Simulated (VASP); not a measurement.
# Run report: HfO₂, Born-charge calculation (part 2 of 4)

The same run, continued: HfO₂ (12 atoms in the cell); Kohn-Sham DFT of a periodic cell, LDA, VASP PAW LDA potentials, recommended, no spin polarisation (VASP 6.6.1); cutoff 600 eV, 4×4×4 k-mesh, Gaussian smearing of 0.02 eV. The structure derives from a Materials Project entry.

Geometry of the input (Å; fractional positions):
```
5.0942  0.0000  0.0000
0.0000  5.1506  0.0000
-0.8762  0.0000  5.2030
Hf 0.2761  0.4581  0.7079
Hf 0.7239  0.9581  0.7921
Hf 0.7239  0.5419  0.2921
Hf 0.2761  0.0419  0.2079
O  0.4480  0.7425  0.9786
O  0.5520  0.2425  0.5214
O  0.5520  0.2575  0.0214
O  0.4480  0.7575  0.4786
O  0.0684  0.3308  0.3463
O  0.9316  0.8308  0.1537
O  0.9316  0.6692  0.6537
O  0.0684  0.1692  0.8463
```

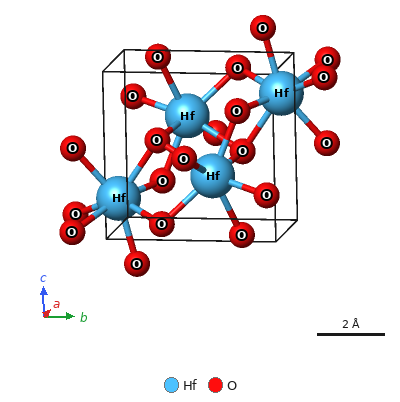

Figure 1. The structure as given in the input (ball-and-stick view of the cell of the calculation, seen at an oblique angle; bonded neighbours outside the cell are drawn too). An atom can appear more than once, as a periodic image.

## Parts of OUTCAR, continued
```
 k-point     4 :       0.0000    0.2500    0.0000
  band No.  band energies     occupation
      1     -26.3366      2.00000
      2     -26.3076      2.00000
      3     -26.2538      2.00000
      4     -26.1087      2.00000
      5     -26.0765      2.00000
      6     -25.9984      2.00000
      7     -25.9971      2.00000
      8     -25.9558      2.00000
      9     -25.9011      2.00000
     10     -25.8878      2.00000
     11     -25.8614      2.00000
     12     -25.7863      2.00000
     13     -14.6609      2.00000
     14     -13.4982      2.00000
     15     -13.2608      2.00000
     16     -13.2593      2.00000
     17     -12.9717      2.00000
     18     -12.7626      2.00000
     19     -12.6587      2.00000
     20     -12.6024      2.00000
     21      -2.4145      2.00000
     22      -2.3340      2.00000
     23      -2.0961      2.00000
     24      -1.7531      2.00000
     25      -1.3429      2.00000
     26      -1.2533      2.00000
     27      -0.6906      2.00000
     28      -0.6852      2.00000
     29      -0.4643      2.00000
     30       0.0161      2.00000
     31       0.3385      2.00000
     32       0.4522      2.00000
     33       0.7972      2.00000
     34       0.8603      2.00000
     35       1.1952      2.00000
     36       1.3013      2.00000
     37       1.3750      2.00000
     38       1.6412      2.00000
     39       1.9177      2.00000
     40       1.9579      2.00000
     41       2.1012      2.00000
     42       2.1028      2.00000
     43       2.6852      2.00000
     44       2.7572      2.00000
     45       7.8397      0.00000
     46       7.9265      0.00000
     47       8.0349      0.00000
     48       8.2403      0.00000
     49       8.6521      0.00000
     50       8.7391      0.00000
     51       9.1333      0.00000
     52       9.3669      0.00000

 k-point     5 :       0.2500    0.2500    0.0000
  band No.  band energies     occupation
      1     -26.3164      2.00000
      2     -26.2669      2.00000
      3     -26.2443      2.00000
      4     -26.1535      2.00000
      5     -26.0737      2.00000
      6     -26.0223      2.00000
      7     -25.9807      2.00000
      8     -25.9575      2.00000
      9     -25.9116      2.00000
     10     -25.8786      2.00000
     11     -25.8654      2.00000
     12     -25.8134      2.00000
     13     -14.4617      2.00000
     14     -13.4760      2.00000
     15     -13.2991      2.00000
     16     -13.2777      2.00000
     17     -13.0287      2.00000
     18     -12.7766      2.00000
     19     -12.7250      2.00000
     20     -12.6416      2.00000
     21      -2.4703      2.00000
     22      -2.0693      2.00000
     23      -1.7965      2.00000
     24      -1.6958      2.00000
     25      -1.3848      2.00000
     26      -1.1787      2.00000
     27      -0.8396      2.00000
     28      -0.6853      2.00000
     29      -0.2838      2.00000
     30      -0.0899      2.00000
     31       0.0111      2.00000
     32       0.5609      2.00000
     33       0.7303      2.00000
     34       0.9044      2.00000
     35       1.0795      2.00000
     36       1.2955      2.00000
     37       1.3781      2.00000
     38       1.6665      2.00000
     39       1.8435      2.00000
     40       1.9035      2.00000
     41       2.0796      2.00000
     42       2.2070      2.00000
     43       2.3435      2.00000
     44       2.6727      2.00000
     45       7.3629      0.00000
     46       7.7824      0.00000
     47       8.0565      0.00000
     48       8.3726      0.00000
     49       8.6521      0.00000
     50       8.9228      0.00000
     51       9.1925      0.00000
     52       9.3798      0.00000

 [... the levels of 18 k-points are left out ...]

 k-point    24 :       0.5000    0.0000    0.5000
  band No.  band energies     occupation
      1     -26.2708      2.00000
      2     -26.2708      2.00000
      3     -26.1886      2.00000
      4     -26.1886      2.00000
      5     -26.0890      2.00000
      6     -26.0890      2.00000
      7     -26.0051      2.00000
      8     -26.0051      2.00000
      9     -25.8874      2.00000
     10     -25.8874      2.00000
     11     -25.8077      2.00000
     12     -25.8077      2.00000
     13     -13.8233      2.00000
     14     -13.8233      2.00000
     15     -13.2654      2.00000
     16     -13.2654      2.00000
     17     -13.0113      2.00000
     18     -13.0113      2.00000
     19     -12.7681      2.00000
     20     -12.7681      2.00000
     21      -1.9009      2.00000
     22      -1.9009      2.00000
     23      -1.4877      2.00000
     24      -1.4877      2.00000
     25      -1.0888      2.00000
     26      -1.0888      2.00000
     27      -1.0349      2.00000
     28      -1.0349      2.00000
     29      -0.6481      2.00000
     30      -0.6481      2.00000
     31       0.4344      2.00000
     32       0.4344      2.00000
     33       0.8592      2.00000
     34       0.8592      2.00000
     35       1.1282      2.00000
     36       1.1282      2.00000
     37       1.5122      2.00000
     38       1.5122      2.00000
     39       1.6650      2.00000
     40       1.6650      2.00000
     41       1.9465      2.00000
     42       1.9465      2.00000
     43       2.4416      2.00000
     44       2.4416      2.00000
     45       7.2122      0.00000
     46       7.2122      0.00000
     47       8.4044      0.00000
     48       8.4044      0.00000
     49       8.6035      0.00000
     50       8.6035      0.00000
     51       9.1675      0.00000
     52       9.1675      0.00000

 [... further k-points ...]

  FORCE on cell =-STRESS in cart. coord.  units (eV):
  Direction    XX          YY          ZZ          XY          YZ          ZX
  --------------------------------------------------------------------------------------
  -------------------------------------------------------------------------------------
  Total       -6.2459058     -6.1832314     -6.3756635      0.0000000      0.0000000     -0.5039793
  in kB      -73.3028088    -72.5672535    -74.8256626      0.0000000      0.0000000     -5.9147705
  external PRESSURE =     -73.5652416 kB  Pullay stress =       0.0000000 kB

 VOLUME and BASIS-vectors are now :
 -----------------------------------------------------------------------------
  energy-cutoff  :      600.00
  volume of cell :      136.52
      direct lattice vectors                 reciprocal lattice vectors
     5.094175010  0.000000000  0.000000000     0.196302639  0.000000000  0.033057048
     0.000000000  5.150644700  0.000000000     0.000000000  0.194150453  0.000000000
    -0.876168980  0.000000000  5.202953500     0.000000000  0.000000000  0.192198527

 POSITION                                       TOTAL-FORCE (eV/Angst)
 -----------------------------------------------------------------------------------
      0.78644      2.35933      3.68321         0.067256     -0.063664     -0.018181
      2.99348      4.93465      4.12122        -0.067256     -0.063664      0.018181
      3.43157      2.79132      1.51974        -0.067256      0.063664      0.018181
      1.22452      0.21599      1.08173         0.067256      0.063664     -0.018181
      1.42478      3.82449      5.09150         0.090235      0.011811      0.006520
      2.35514      1.24916      2.71293        -0.090235      0.011811     -0.006520
      2.79323      1.32616      0.11146        -0.090235     -0.011811     -0.006520
      1.86286      3.90148      2.49002         0.090235     -0.011811      0.006520
      0.04487      1.70362      1.80154         0.009584      0.026895      0.062027
      4.61122      4.27894      0.79994        -0.009584      0.026895     -0.062027
      4.17314      3.44702      3.40142        -0.009584     -0.026895     -0.062027
     -0.39322      0.87170      4.40301         0.009584     -0.026895      0.062027
 -----------------------------------------------------------------------------------
    total drift:                                0.000000      0.000000     -0.000000

  FREE ENERGIE OF THE ION-ELECTRON SYSTEM (eV)
  ---------------------------------------------------
  free  energy   TOTEN  =      -132.9064216684 eV

  energy  without entropy=     -132.9064216684  energy(sigma->0) =     -132.90642167

 HEAD OF MICROSCOPIC STATIC DIELECTRIC TENSOR (INDEPENDENT PARTICLE, excluding Hartree and local field effects)
 ------------------------------------------------------
           5.252089     0.000000     0.114762
           0.000000     5.224501     0.000000
           0.114746     0.000000     4.912856
 ------------------------------------------------------

 Free energy of the ion-electron system (eV)
  ---------------------------------------------------
  ---------------------------------------------------
  free energy    TOTEN  =        -1.57747866 eV

  energy without entropy =       -1.57747866

------------------------ aborting loop because EDIFF is reached ----------------------------------------

--------------------------------------- Ionic step        2  -------------------------------------------

------------------------ aborting loop because EDIFF is reached ----------------------------------------

--------------------------------------- Ionic step        3  -------------------------------------------

------------------------ aborting loop because EDIFF is reached ----------------------------------------

 PIEZOELECTRIC TENSOR FIELD DIRECTION 3  (e Angst)
 -----------------------------------------------------------------------------
     0.00089  0.00000  0.00120           ( -0.00001  0.00000 -0.00001)
     0.00000 -0.00219  0.00000           (  0.00000 -0.00003  0.00000)
     0.00121  0.00000  0.00035           ( -0.00001  0.00000 -0.00006)

 PIEZOELECTRIC TENSOR FIELD DIRECTION 3  (C/m^2)
 -----------------------------------------------------------------------------
     0.00010  0.00000  0.00014
     0.00000 -0.00026  0.00000
     0.00014  0.00000  0.00004

[... ionic steps 4 to 27 ...]

--------------------------------------- Ionic step       28  -------------------------------------------

------------------------ aborting loop because EDIFF is reached ----------------------------------------

--------------------------------------- Ionic step       29  -------------------------------------------

------------------------ aborting loop because EDIFF is reached ----------------------------------------

--------------------------------------- Ionic step       30  -------------------------------------------

 Free energy of the ion-electron system (eV)
  ---------------------------------------------------
  ---------------------------------------------------
  free energy    TOTEN  =        -0.36714339 eV

  energy without entropy =       -0.36714339

------------------------ aborting loop because EDIFF is reached ----------------------------------------

 INTERNAL STRAIN TENSOR  FOR ION    9  DIRECTION 3   (eV/Angst):
 -----------------------------------------------------------------------------
     1.45537  4.31447  2.40698
     4.29495 -0.88625  0.26216
     2.41413  0.30322  7.38327

 MACROSCOPIC STATIC DIELECTRIC TENSOR (including local field effects in DFT)
 ------------------------------------------------------
           5.005275     0.000000     0.132528
           0.000000     5.014181     0.000000
           0.132512     0.000000     4.705152
 ------------------------------------------------------

 PIEZOELECTRIC TENSOR (including local field effects)  for field in x, y, z        (e  Angst)
          XX          YY          ZZ          XY          YZ          ZX
  --------------------------------------------------------------------------------
  x     0.00000     0.00000     0.00000     0.00000     0.00000     0.00000
  y     0.00000     0.00000     0.00000     0.00000     0.00000     0.00000
  z     0.00000     0.00000     0.00000     0.00000     0.00000     0.00000

 PIEZOELECTRIC TENSOR (including local field effects)  for field in x, y, z        (C/m^2)
          XX          YY          ZZ          XY          YZ          ZX
  --------------------------------------------------------------------------------
  x     0.00000     0.00000     0.00000     0.00000     0.00000     0.00000
  y     0.00000     0.00000     0.00000     0.00000     0.00000     0.00000
  z     0.00000     0.00000     0.00000     0.00000     0.00000     0.00000

 BORN EFFECTIVE CHARGES (including local field effects) (in |e|, cummulative output)
 ---------------------------------------------------------------------------------
 ion    1
    1     5.32876     0.36107     0.21181
    2     0.16753     5.30031    -0.17529
    3     0.22403    -0.33830     4.78759
 ion    2
    1     5.32876    -0.36107     0.21181
    2    -0.16753     5.30031     0.17529
    3     0.22403     0.33830     4.78759
 ion    3
    1     5.32876     0.36107     0.21181
    2     0.16753     5.30031    -0.17529
    3     0.22403    -0.33830     4.78759
 ion    4
    1     5.32876    -0.36107     0.21181
    2    -0.16753     5.30031     0.17529
    3     0.22403     0.33830     4.78759
 ion    5
    1    -2.38806    -0.13316     0.00855
    2    -0.19919    -2.71189    -0.35650
    3    -0.04117    -0.42566    -2.53316
 ion    6
    1    -2.38806     0.13316     0.00855
    2     0.19919    -2.71189     0.35650
    3    -0.04117     0.42566    -2.53316
 ion    7
    1    -2.38806    -0.13316     0.00855
    2    -0.19919    -2.71189    -0.35650
    3    -0.04117    -0.42566    -2.53316
 ion    8
    1    -2.38806     0.13316     0.00855
    2     0.19919    -2.71189     0.35650
    3    -0.04117     0.42566    -2.53316
 ion    9
    1    -2.94069     1.06408    -0.22037
    2     1.28611    -2.58842    -0.66548
    3    -0.18287    -0.67998    -2.25443
 ion   10
    1    -2.94069    -1.06408    -0.22037
    2    -1.28611    -2.58842     0.66548
    3    -0.18287     0.67998    -2.25443
 ion   11
    1    -2.94069     1.06408    -0.22037
    2     1.28611    -2.58842    -0.66548
    3    -0.18287    -0.67998    -2.25443
 ion   12
    1    -2.94069    -1.06408    -0.22037
    2    -1.28611    -2.58842     0.66548
    3    -0.18287     0.67998    -2.25443

 INTERNAL STRAIN TENSOR FOR ION    9 for displacements in x,y,z  (eV/Angst):
          X           Y           Z          XY          YZ          ZX
  --------------------------------------------------------------------------------
  x     1.64182    -0.04785     1.47671     0.19440     3.01935     2.95101
  y    -0.78729     1.45906    -0.47195     1.09384    -2.83332     1.12384
  z     1.45537    -0.88625     7.38327     4.29495     0.30322     2.40698

 INTERNAL STRAIN TENSOR FOR ION   12 for displacements in x,y,z  (eV/Angst):
          X           Y           Z          XY          YZ          ZX
  --------------------------------------------------------------------------------
  x     1.64182    -0.04785     1.47671    -0.19440    -3.01935     2.95101
  y     0.78729    -1.45906     0.47195     1.09384    -2.83332    -1.12384
  z     1.45537    -0.88625     7.38327    -4.29495    -0.30322     2.40698

 SECOND DERIVATIVES (NOT SYMMETRIZED)
```
